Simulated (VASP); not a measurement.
System: MgH2.

```yaml
crystal:
  lattice:
    - [4.72992, 0.00000, 0.00000]
    - [0.00000, 4.72992, 0.00000]
    - [0.00000, 0.00000, 4.72992]
  atoms:
    - { symbol: Mg, position: [0.00000, 0.00000, 0.00000] }
    - { symbol: Mg, position: [0.50000, 0.50000, 0.00000] }
    - { symbol: Mg, position: [0.50000, 0.00000, 0.50000] }
    - { symbol: Mg, position: [0.00000, 0.50000, 0.50000] }
    - { symbol: H, position: [0.25000, 0.25000, 0.25000] }
    - { symbol: H, position: [0.75000, 0.75000, 0.25000] }
    - { symbol: H, position: [0.75000, 0.25000, 0.75000] }
    - { symbol: H, position: [0.25000, 0.75000, 0.75000] }
    - { symbol: H, position: [0.75000, 0.25000, 0.25000] }
    - { symbol: H, position: [0.25000, 0.75000, 0.25000] }
    - { symbol: H, position: [0.25000, 0.25000, 0.75000] }
    - { symbol: H, position: [0.75000, 0.75000, 0.75000] }
```

Space group Fm-3m; a generated structure, not necessarily the stable one; computed pressure about −3 GPa in this cell.

All numbers below come from Kohn-Sham DFT of a periodic cell, LDA, VASP PAW LDA potentials, recommended (VASP 6.6.1).

What will maps of the valence pseudo-density and electron localisation function show?

Mg–H (2.05 Å): ρ is about 0.14 e/Å³ halfway; the ELF climbs to about 1 towards the hydrogen: a hydride-like H with a filled shell, bound largely ionically.

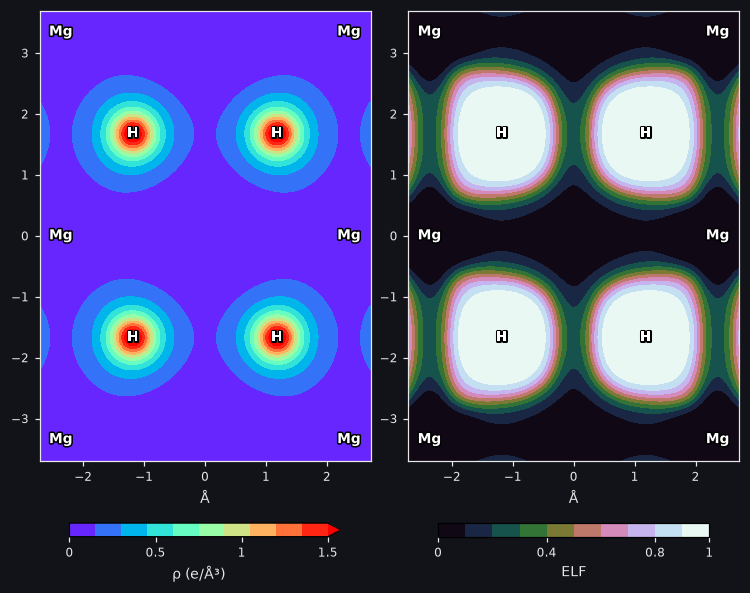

Computed valence pseudo-density and electron localisation function on the (110) plane of the conventional cell, in this order. 
